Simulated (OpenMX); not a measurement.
**Energy of HfN along an even scaling of the cell**

System: HfN (2 atoms in the cell).
Method: Kohn-Sham DFT of a periodic cell, PBE, OpenMX 2013 PBE set, no spin polarisation (OpenMX 3.8.5).

The 7 runs differ only in the geometry, by an even scaling of the cell at fixed fractional positions. The structure derives from an entry of the Crystallography Open Database.

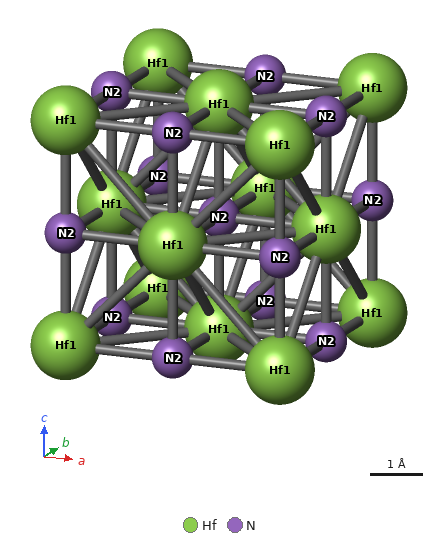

Figure 1. The structure of run 4 (ball-and-stick view of the cell 4 times as large as that of the calculation, set on its symmetry axes, seen slightly off an axis; atoms are numbered from 1 in the order of the input).

### Input of run 4
```
System.CurrrentDirectory             ./
System.Name                          HfN
DATA.PATH                            ./DFT_DATA13
level.of.stdout                      1
level.of.fileout                     0
Species.Number                       2
<Definition.of.Atomic.Species
  Hf  Hf7.0-s3p2d2f1         Hf_PBE13
  N   N6.0-s2p2d1            N_PBE13
Definition.of.Atomic.Species>

Atoms.Number                         2
Atoms.SpeciesAndCoordinates.Unit     FRAC
<Atoms.SpeciesAndCoordinates
    1  Hf    0.0000000000    0.0000000000    0.0000000000   6.000  6.000
    2  N     0.5000000000    0.5000000000    0.5000000000   2.500  2.500
Atoms.SpeciesAndCoordinates>

Atoms.UnitVectors.Unit               Ang
<Atoms.UnitVectors
     0.0000000000    2.2560000000    2.2560000000
     2.2560000000    0.0000000000    2.2560000000
     2.2560000000    2.2560000000    0.0000000000
Atoms.UnitVectors>

scf.XcType                           GGA-PBE
scf.SpinPolarization                 off
scf.ElectronicTemperature            580.226
scf.energycutoff                     400.0
scf.maxIter                          100
scf.EigenvalueSolver                 band
scf.Kgrid                            11 11 11
scf.Mixing.Type                      rmm-diisk
scf.Init.Mixing.Weight               0.05
scf.Min.Mixing.Weight                0.001
scf.Max.Mixing.Weight                0.3
scf.Mixing.History                   25
scf.Mixing.StartPulay                8
scf.criterion                        1.0e-8
scf.stress.tensor                    on
MD.Type                              nomd
```

Command:
```bash
openmx HfN.dat -nt 1 > HfN.std
```

Run 5 has the same physical settings and fractional positions; its lattice vectors (Å) are:
```
   0.000000    2.270941    2.270941
   2.270941    0.000000    2.270941
   2.270941    2.270941    0.000000
```

### Results, with one run withheld

```tsv
run	volume per atom (Å³)	free energy per atom, from the lowest run given (meV)
1	10.793	64.24
2	11.023	32.91
3	11.252	11.76
4	11.482	0.00
5	11.712	?
6	11.941	0.73
7	12.171	11.67
```

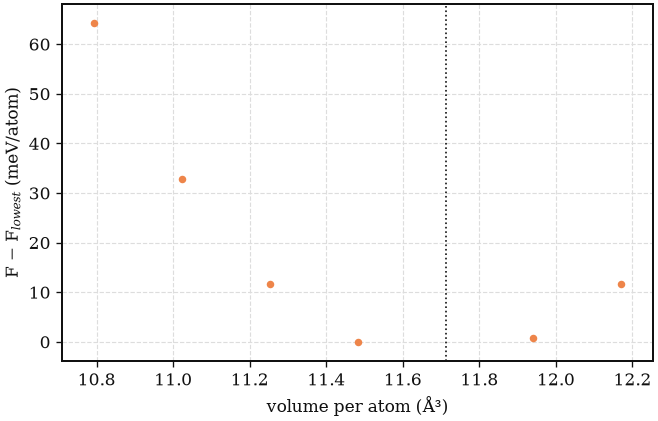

Figure 2. Free energy per atom of the runs given; the dotted line marks run 5.

Fit the runs given and predict run 5.

A cubic polynomial in V^(−2/3) (the Birch–Murnaghan form), fitted to the 6 runs given, misses them by at most 0.07 meV per atom. With x = V^(−2/3) − 0.19712 Å⁻², it reads F = 2.0589 + 3605.8 x + 5.9203e+05 x² + 3.0654e+05 x³ (meV per atom). At run 5 it gives −3.42 meV per atom, and the run itself gives −3.36. The fit has its minimum at 11.697 Å³ per atom, where V d²F/dV² gives 270 GPa: the bulk modulus at this level, since symmetry fixes the shape and the positions.

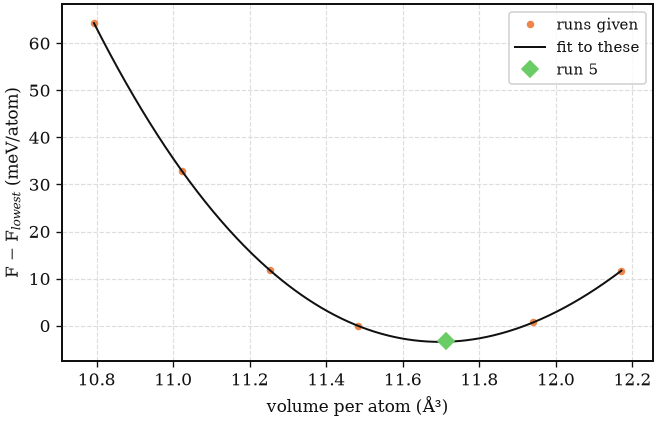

Figure 3. The fit and the withheld run.

### Some lines of the output (run 5)
```
[...]
  Cell_Volume =    158.068000875493 (Bohr^3)
        Total energy (Hartree) at MD = 1
   kloop=0
   kloop=1
   kloop=665
```

Notes: Spin–orbit coupling is left out, which matters for Hf. The cell holds an odd number of electrons but the run has no spin polarisation, so it comes out as a metal. With a small basis of atomic orbitals these values can differ much from converged plane-wave results.
